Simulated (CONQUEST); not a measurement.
**A series of single points on PbF$_{2}$**

System: PbF$_{2}$ (Fm-3m, 6 atoms in the cell).
Method: Kohn-Sham DFT of a periodic cell, PBE, PseudoDojo NC PBE, no spin polarisation (CONQUEST 1.3).

The 7 runs differ only in the geometry, by an even scaling of the cell at fixed fractional positions. The structure derives from an entry of the Crystallography Open Database.

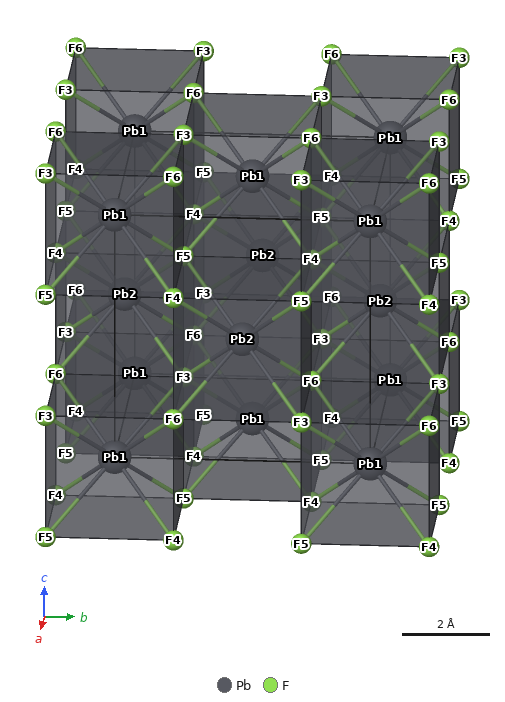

Figure 1. The structure of run 4 (polyhedral view of the cell 2 times as large as that of the calculation, set on its symmetry axes, seen at an oblique angle; polyhedra are completed across the faces of the cell; atoms are numbered from 1 in the order of the input).

## Input of run 4
```
IO.Title PbF2
IO.Coordinates coords.dat
IO.FractionalAtomicCoords T
IO.Iprint 2
IO.Iprint_init 1
General.NumberOfSpecies 2
General.PseudopotentialType hamann
AtomMove.TypeOfRun static
AtomMove.FullStress T
Grid.PointsAlongX 48
Grid.PointsAlongY 48
Grid.PointsAlongZ 64
DM.SolutionMethod diagon
Diag.MPMesh T
Diag.GammaCentred T
Diag.MPMeshX 6
Diag.MPMeshY 6
Diag.MPMeshZ 5
Diag.kT 0.00183747
minE.SCTolerance 1e-6
SC.MaxIters 100
IO.AtomChargeOutput T
%block ChemicalSpeciesLabel
1 207.200 Pb
2 19.000 F
%endblock
```

Command:
```bash
Conquest
```

Lattice vectors (Å) and fractional positions of run 4:
```
   4.191248    0.000000    0.000000
   0.000000    4.191248    0.000000
   0.000000    0.000000    5.927320
Pb  0.000000  0.000000  0.000000
Pb  0.500000  0.500000  0.500000
F   0.000000  0.500000  0.250000
F   0.500000  0.000000  0.750000
F   0.000000  0.500000  0.750000
F   0.500000  0.000000  0.250000
```

Run 6 has the same physical settings and fractional positions; its lattice vectors (Å) are:
```
   4.246402    0.000000    0.000000
   0.000000    4.246402    0.000000
   0.000000    0.000000    6.005320
```

## Results, with one run withheld

```csv
run,volume per atom (Å³),"free energy per atom, from the lowest run given (meV)",pressure (GPa),gap on the mesh (eV)
1,16.313,38.64,8.56,4.39
2,16.660,22.48,6.31,4.40
3,17.007,11.15,4.27,4.41
4,17.354,3.79,2.58,4.41
5,17.701,0.00,0.95,4.40
6,18.048,?,?,?
7,18.395,2.34,−1.88,4.39
```

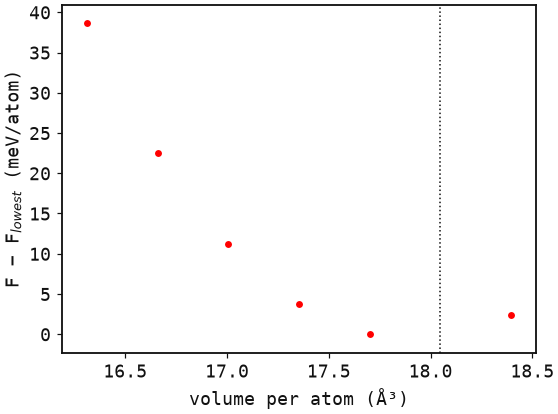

Figure 2. Free energy per atom of the runs given; the dotted line marks run 6.

What should run 6 give?

A cubic polynomial in V^(−2/3) (the Birch–Murnaghan form), fitted to the 6 runs given, misses them by at most 0.08 meV per atom. With x = V^(−2/3) − 0.14998 Å⁻², it reads F = 6.184 + 3443.8 x + 4.4476e+05 x² + 7.4967e+05 x³ (meV per atom). At run 6 it gives −0.29 meV per atom, and the run itself gives −0.35. The slope of the fit gives a pressure −dF/dV of −0.55 GPa there, and the run prints −0.57 GPa. The fit has its minimum at 17.913 Å³ per atom, where V d²F/dV² gives 74 GPa: the bulk modulus at this level, since symmetry fixes the shape and the positions.

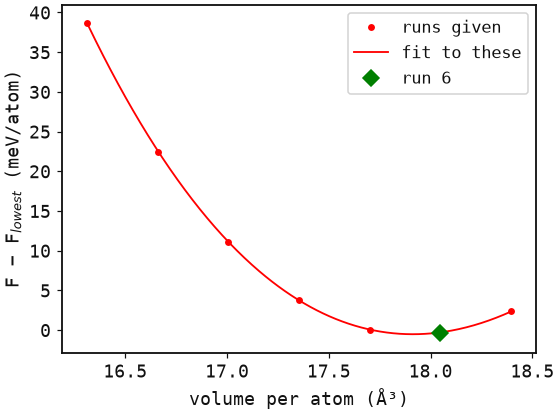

Figure 3. The fit and the withheld run.

## Some lines of the output (run 6)
```
[...]
      Using Fermi-Dirac smearing
          DFT Total Energy                 :      -239.338852354113556 Ha
          DFT Total Energy                 :      -239.483594066204660 Ha
          DFT Total Energy                 :      -239.524862073098831 Ha
          DFT Total Energy                 :      -239.524992226604667 Ha
          DFT Total Energy                 :      -239.525278854331134 Ha
          DFT Total Energy                 :      -239.525297765963558 Ha
          DFT Total Energy                 :      -239.525303852477322 Ha
          DFT Total Energy                 :      -239.525303880519573 Ha
      |* DFT total energy        =      -239.525303880519573 Ha
    force: Average pressure:     -0.57281707 GPa
```

Notes: Spin–orbit coupling is left out, which matters for Pb. With a small basis of atomic orbitals these values can differ much from converged plane-wave results.
